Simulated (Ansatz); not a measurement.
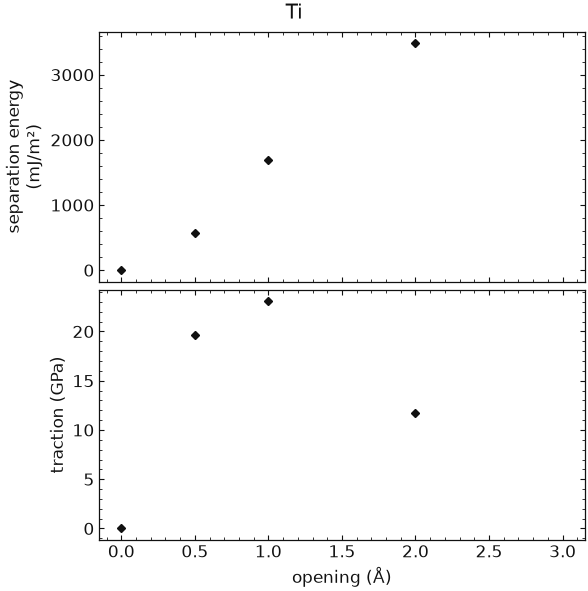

The figure shows the separation energy and traction against opening for Ti, space group P6_3/mmc (No. 194).

The given structure:
```xyz
6
Lattice="-2.9004 0.0000 0.0000 -1.4502 -2.5119 0.0000 0.0000 0.0000 13.7730" Properties=species:S:1:pos:R:3 pbc="T T T"
Ti   -1.4502   -0.8373   12.6255
Ti   -1.4502   -0.8373    3.4435
Ti   -1.4502   -0.8373    8.0345
Ti   -2.9004   -1.6746    1.1480
Ti   -2.9004   -1.6746    5.7390
Ti   -2.9004   -1.6746   10.3300
```

How it was computed, with Ansatz 0.2.0: rigid opening of a crystal across a plane by lengthening cell vector c along the normal, one cut a cell, unrelaxed, by plane-wave density functional theory with PAW datasets, free energies less that of the undisturbed cell; scalar-relativistic. Level: PBEsol, no spin polarisation.

wave cutoff 420 eV; k mesh 23×23×5; occupations Gaussian; smearing width 0.15 eV; k shift (0, 0, 0) (mesh steps); start relaxed; height of the cut 0 (fraction of cell vector c).

The point at opening 3.0 Å is left out of the plot. What does the calculation give there?

```tsv
opening (Å)	separation energy (mJ/m²)	traction (GPa)
3.0	4222.6	4.12
```
